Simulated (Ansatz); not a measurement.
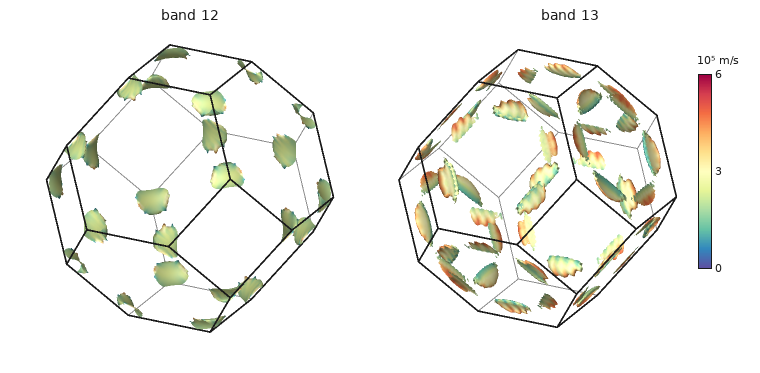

Fermi surface of Yb (Fm-3m), coloured by the Fermi speed.

Method: DFT PBEsol, scalar-relativistic, plane waves, PAW; levels and slopes on a dense k mesh at the converged density in Ansatz. Started with collinear moments, which vanished: the result is non-magnetic and both spins have the same bands. Mesh 34×34×34, interpolated with the band slopes. Unrelaxed database geometry (residual pressure −3 GPa).

How fast are the electrons on each sheet?

Band 12: 1.0 to 4.2 × 10⁵ m/s over most of the sheet, 2.4 × 10⁵ m/s on average over states. Band 13: 1.1 to 4.8 × 10⁵ m/s over most of the sheet, 2.6 × 10⁵ m/s on average over states.

Which of these bands adds most to the density of states at the Fermi level?

Band 13, with 1.1 of 1.7 states/eV per cell.

The f shell has no Hubbard term here, so f bands at the Fermi level, and with them the metal itself, can be an artefact. Semilocal functionals overstate band overlaps, so a small overlap like this can be a small gap in truth. Spin-orbit coupling is left out; with Yb it can split, shift or remove sheets.
